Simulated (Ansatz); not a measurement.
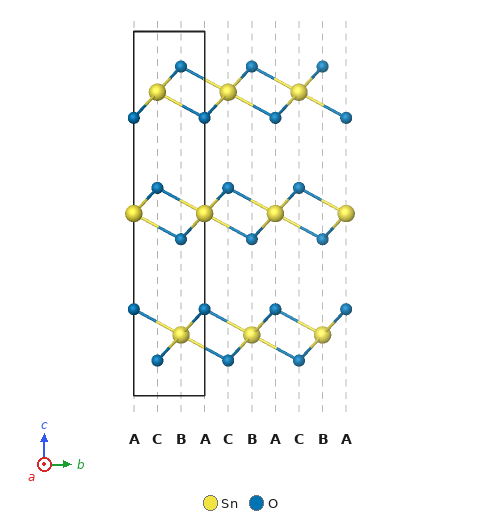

Projection along an edge of the hexagonal mesh, stacking direction c upwards. The dashed lines mark the three columns A (0, 0), B (1/3, 2/3) and C (2/3, 1/3). The sequence starts with the first layer at or above the cell's origin.

SnO₂: the input geometry of an electronic-structure calculation (not necessarily at equilibrium).

Question: List the layers of one repeat.

Answer: O(C) – Sn(B) – O(A) – O(B) – Sn(A) – O(C) – O(A) – Sn(C) – O(B) (nine layers in 14.40 Å).

Question: How are the O layers alone stacked?

Answer: O layers alone: CABCAB, the cubic close-packed type.

Question: Which positions between or in the O layers do the other atoms fill?

Answer: Sn: three octahedral sites (per hexagonal cell). Three of the six gaps between O layers are empty, 2.77 Å wide.

Question: What short polytype symbol fits?

Answer: Polytype symbol 3R, the symbol of a layered MX2 polytype (number of slabs in the repeat and lattice).
